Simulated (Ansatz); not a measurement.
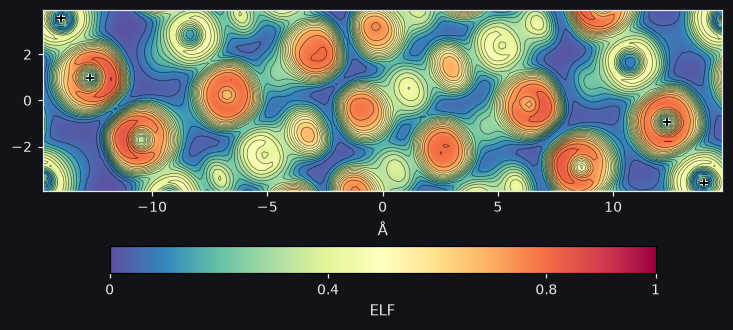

The ELF on a plane through atoms (crosses mark nuclei in the plane).

Level of theory: DFT PBE+D3(BJ), scalar-relativistic, plane waves, PAW in Ansatz.

Candidates:
A. Bi$_{2}$Se$_{3}$, a = 4.14 Å, b = 4.14 Å, c = 28.49 Å, α = 90.00°, β = 90.00°, γ = 120.00°. Space group R-3m.
B. WSe$_{2}$ (slab), a = 3.28 Å, b = 3.28 Å, c = 71.10 Å, α = 90.00°, β = 90.00°, γ = 120.00°. 

Q: Which candidate gave the map?

A: Candidate A: Bi$_{2}$Se$_{3}$ on the (111) plane of the conventional cell, which holds Bi and Se. Bi–Se (2.86 Å): the ELF is about 0.45 at the midpoint and 0.35 at its lowest between the atoms. Bi–Se (3.07 Å): the ELF is about 0.30 at the midpoint.
